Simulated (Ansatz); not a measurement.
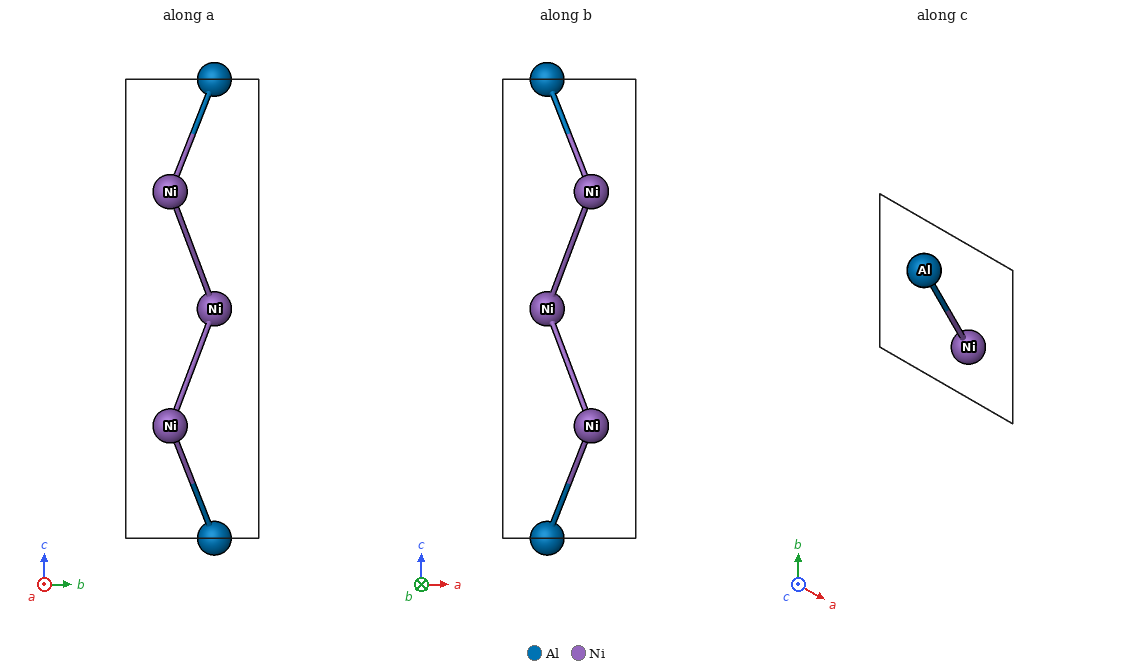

This ball-and-stick model is shown along the a axis, along the b axis and along the c axis. The parallelepiped is the conventional unit cell.

Lattice parameters: a = 2.6205 Å, b = 2.6205 Å, c = 7.8470 Å, α = 90.000°, β = 90.000°, γ = 120.000°.

Question: Reconstruct the structure as a CIF with its space group and independent sites, with free fractional coordinates to two decimals.

Answer:
```cif
data_structure
_symmetry_space_group_name_H-M 'P -6 m 2'
_symmetry_Int_Tables_number 187
_cell_length_a 2.6205
_cell_length_b 2.6205
_cell_length_c 7.8470
_cell_angle_alpha 90.000
_cell_angle_beta 90.000
_cell_angle_gamma 120.000
_cell_volume 46.67
loop_
_atom_site_label
_atom_site_type_symbol
_atom_site_symmetry_multiplicity
_atom_site_Wyckoff_symbol
_atom_site_fract_x
_atom_site_fract_y
_atom_site_fract_z
_atom_site_occupancy
Al1 Al 1 c 0.3333 0.6667 0.00 1
Ni1 Ni 1 d 0.3333 0.6667 0.50 1
Ni2 Ni 2 i 0.6667 0.3333 0.24 1
```

Provenance: a structure type filled with these elements by a generator (whether the compound takes this form wasn't checked). The structure drawn was relaxed with DFT PBE, scalar-relativistic, plane waves, PAW in Ansatz.
